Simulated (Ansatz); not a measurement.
Input file:

```
crystal:
  lattice:
    - [-5.1895018741, -2.996160304, 4.67149225]
    - [5.1895018741, -2.996160304, 4.67149225]
    - [0.0, 5.992320608, 4.67149225]
  atoms:
    - { symbol: H, position: [0.2816005538, 0.2816005538, 0.2816005538] }
    - { symbol: Li, position: [0.7816005538, 0.7816005538, 0.2816005538] }
    - { symbol: Li, position: [0.7816005538, 0.2816005538, 0.7816005538] }
    - { symbol: Li, position: [0.2816005538, 0.7816005538, 0.7816005538] }
    - { symbol: Li, position: [0.7816005538, 0.7816005538, 0.7816005538] }
    - { symbol: Li, position: [0.2816005538, 0.2816005538, 0.7816005538] }
    - { symbol: Li, position: [0.2816005538, 0.7816005538, 0.2816005538] }
    - { symbol: Li, position: [0.7816005538, 0.2816005538, 0.2816005538] }
    - { symbol: Nb, position: [0.000454885, 0.000454885, 0.000454885] }
    - { symbol: Nb, position: [0.500454885, 0.500454885, 0.000454885] }
    - { symbol: Nb, position: [0.500454885, 0.000454885, 0.500454885] }
    - { symbol: Nb, position: [0.000454885, 0.500454885, 0.500454885] }
    - { symbol: Nb, position: [0.500454885, 0.500454885, 0.500454885] }
    - { symbol: Nb, position: [0.000454885, 0.000454885, 0.500454885] }
    - { symbol: Nb, position: [0.000454885, 0.500454885, 0.000454885] }
    - { symbol: Nb, position: [0.500454885, 0.000454885, 0.000454885] }
    - { symbol: O, position: [0.5396579775, 0.4157946282, 0.2343069556] }
    - { symbol: O, position: [0.0396579775, 0.9157946282, 0.2343069556] }
    - { symbol: O, position: [0.0396579775, 0.4157946282, 0.7343069556] }
    - { symbol: O, position: [0.5396579775, 0.9157946282, 0.7343069556] }
    - { symbol: O, position: [0.2343069556, 0.5396579775, 0.4157946282] }
    - { symbol: O, position: [0.7343069556, 0.0396579775, 0.4157946282] }
    - { symbol: O, position: [0.7343069556, 0.5396579775, 0.9157946282] }
    - { symbol: O, position: [0.2343069556, 0.0396579775, 0.9157946282] }
    - { symbol: O, position: [0.4157946282, 0.2343069556, 0.5396579775] }
    - { symbol: O, position: [0.9157946282, 0.7343069556, 0.5396579775] }
    - { symbol: O, position: [0.9157946282, 0.2343069556, 0.0396579775] }
    - { symbol: O, position: [0.4157946282, 0.7343069556, 0.0396579775] }
    - { symbol: O, position: [0.7343069556, 0.4157946282, 0.5396579775] }
    - { symbol: O, position: [0.2343069556, 0.9157946282, 0.5396579775] }
    - { symbol: O, position: [0.2343069556, 0.4157946282, 0.0396579775] }
    - { symbol: O, position: [0.7343069556, 0.9157946282, 0.0396579775] }
    - { symbol: O, position: [0.4157946282, 0.5396579775, 0.7343069556] }
    - { symbol: O, position: [0.9157946282, 0.0396579775, 0.7343069556] }
    - { symbol: O, position: [0.9157946282, 0.5396579775, 0.2343069556] }
    - { symbol: O, position: [0.4157946282, 0.0396579775, 0.2343069556] }
    - { symbol: O, position: [0.5396579775, 0.7343069556, 0.4157946282] }
    - { symbol: O, position: [0.0396579775, 0.2343069556, 0.4157946282] }
    - { symbol: O, position: [0.0396579775, 0.7343069556, 0.9157946282] }
    - { symbol: O, position: [0.5396579775, 0.2343069556, 0.9157946282] }
  host:
    lattice:
      - [2.5947509371, 1.498080152, 4.67149225]
      - [-2.5947509371, 1.498080152, 4.67149225]
      - [0.0, -2.996160304, 4.67149225]
    atoms:
      - { symbol: Li, position: [0.2816005538, 0.2816005538, 0.2816005538] }
      - { symbol: Li, position: [0.7816005538, 0.7816005538, 0.7816005538] }
      - { symbol: Nb, position: [0.000454885, 0.000454885, 0.000454885] }
      - { symbol: Nb, position: [0.500454885, 0.500454885, 0.500454885] }
      - { symbol: O, position: [0.1104436063, 0.3581703048, 0.7211456501] }
      - { symbol: O, position: [0.7211456501, 0.1104436063, 0.3581703048] }
      - { symbol: O, position: [0.3581703048, 0.7211456501, 0.1104436063] }
      - { symbol: O, position: [0.2211456501, 0.8581703048, 0.6104436063] }
      - { symbol: O, position: [0.8581703048, 0.6104436063, 0.2211456501] }
      - { symbol: O, position: [0.6104436063, 0.2211456501, 0.8581703048] }
basis:
  ecutwfc: 420
  xc_grid: 2
kpoints:
  mp_grid: { grid: [2, 2, 2], shift: [0.0, 0.0, 0.0] }
hamiltonian:
  xc: pbe
scf:
  occupations: { method: gaussian, width: 0.01 }
output:
  forces: true
  stress: false
  eigenvalues: true
  charged_corrections: { defect_position: [0.28160055, 0.28160055, 0.28160055] }
  write_density: true
  write_potential: true
  elf: true
  volumetric_format: npy
relax:
  adjacent_minimum: "off"
  f_tol: 0.025
  max_steps: 60
```

Run with:

```sh
ansatz run input.yaml --threads 8 --pin off --max-ram 22528MiB --backend cpu --events-out ev --progress --plain --runs-dir out
```

The fields are those of the run's last geometry, not of the input's.

Computed with Ansatz 0.2.0, DFT PBE, scalar-relativistic, plane waves, PAW.

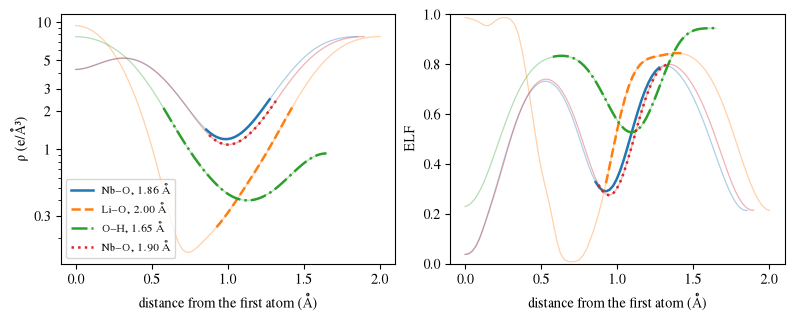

Li7Nb8HO24 (cell with a defect). Valence pseudo-density and ELF along straight lines between neighbouring atoms. Thin, pale parts lie inside the atomic spheres.

The density is the valence pseudo-density of a PAW calculation; it isn't the true density close to the nuclei.

### What can be read from the curves?

Nb–O (1.86 Å): the density is about 1.2 e/Å³ at the midpoint; the ELF peaks at about 0.80 in the valence shell of O, 0.5 Å from its nucleus, and drops to about 0.30 between the two atoms: no shared electron pair shows on this line.
Li–O (2.00 Å): the density is about 0.32 e/Å³ at the midpoint; the ELF peaks at about 0.85 in the valence shell of O, 0.6 Å from its nucleus, and falls to about 0 next to Li; an ionic contact with no shared pair.
O–H (1.65 Å): the density is about 0.73 e/Å³ at the midpoint; the ELF climbs to about 0.95 towards the hydrogen, as it does in any bond to H.
Nb–O (1.90 Å): the density is about 1.1 e/Å³ at the midpoint; the ELF peaks at about 0.80 in the valence shell of O, 0.5 Å from its nucleus, and drops to about 0.25 between the two atoms; no localised pair shows between them.
